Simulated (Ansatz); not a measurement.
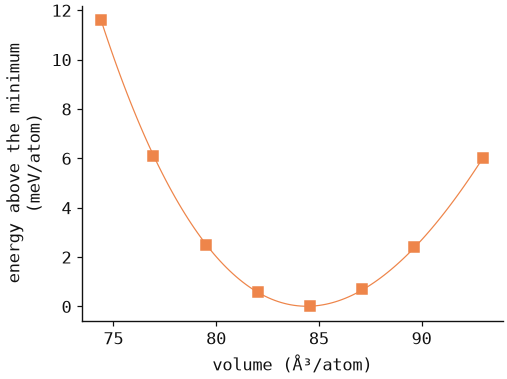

The plot gives the computed energy above the minimum against volume for K, space group Cmmm (No. 65).

Starting cell:
```xyz
5
Lattice="4.3323 -4.3251 0.0000 4.3323 4.3251 0.0000 0.0000 0.0000 11.2815" Properties=species:S:1:pos:R:3 pbc="T T T"
K     2.1662   -2.1625    3.4836
K     2.1662    2.1625    7.7979
K     2.1662    2.1625    3.4836
K     2.1662   -2.1625    7.7979
K     0.0000    0.0000    0.0000
```

Method: third-order Birch-Murnaghan fit to density functional energies at scaled volumes of the given relaxed cell, shape and atoms relaxed at each volume; energies count from the fitted minimum; plane waves with PAW datasets, Γ-centred k mesh (Ansatz 0.2.0). Level: PBE, no spin polarisation.

```tsv
setting	value
wave cutoff	420 eV
k mesh	6×6×4
occupations	Gaussian
smearing width	0.1 eV
```

From this curve and the settings, what does the calculation give for the pressure at the same points?

The pressure falls from 0.41 GPa at volume 74.409 Å³/atom to −0.21 GPa at 93.012 Å³/atom, and changes sign near 84.6 Å³/atom.

```csv
volume (Å³/atom),pressure (GPa)
74.409,0.41
76.946,0.29
79.483,0.18
82.019,0.08
84.556,0.00
87.093,-0.07
89.629,-0.14
93.012,-0.21
```
